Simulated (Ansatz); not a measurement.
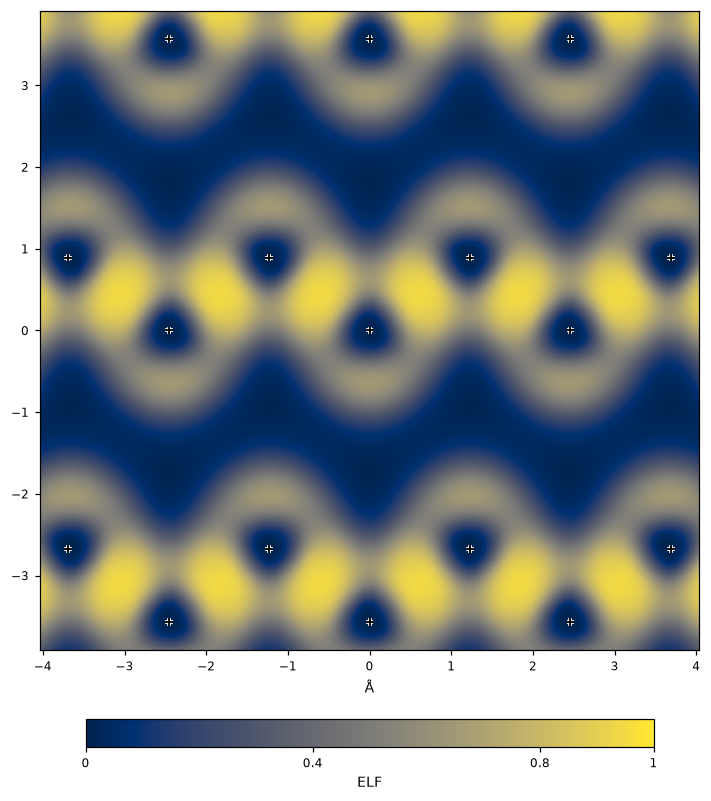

The electron localisation function on a plane through atoms (crosses mark nuclei in the plane).

Level of theory: DFT PBE, scalar-relativistic, plane waves, PAW (Ansatz).

Candidates:
A. PbO2, a = 4.98 Å, b = 5.23 Å, c = 3.42 Å, α = 90.00°, β = 90.00°, γ = 90.00°. Space group Pnnm; changed on purpose from its base cell (uniaxial strain along a, b, c and atoms relaxed: +3.0 %).
B. C, a = 2.46 Å, b = 2.59 Å, c = 3.57 Å, α = 90.00°, β = 90.00°, γ = 90.00°. Space group Imma; changed on purpose from its base cell (strain -0.0500 x Voigt [0, 0, 0, 1, 0, 0], atoms carried along); computed pressure about 3 GPa in this cell.

> Which system is this?

Candidate B: C on the (010) plane of the conventional cell, which holds C. C–C (1.52 Å): the ELF peaks at about 0.95 between the atoms (localised, covalent bonding).
